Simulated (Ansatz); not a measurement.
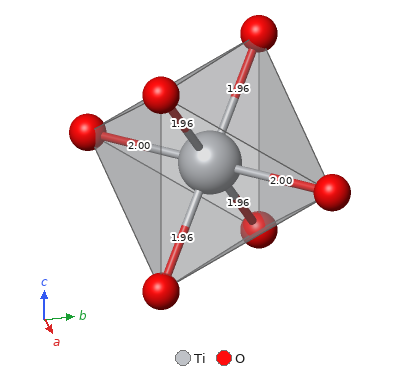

Coordination of Ti in TiO₂ (P4_2/mnm); bond lengths in Å. Shape measures S are computed against regular polyhedra or, for capped shapes, the nearer of the equal-edge and equal-bond forms. Origin: coordinates from a relaxation with DFT PBE, scalar-relativistic, plane waves, PAW (Ansatz).

Question: What geometry does the central atom have?

Answer: TiO6: a slightly distorted octahedron (coordination number 6, S = 0.37; next best trigonal prism, S = 16.1).

Question: Does the central atom sit at the centroid of its ligands?

Answer: Yes, to within 0.01 Å; the site symmetry is mmm.
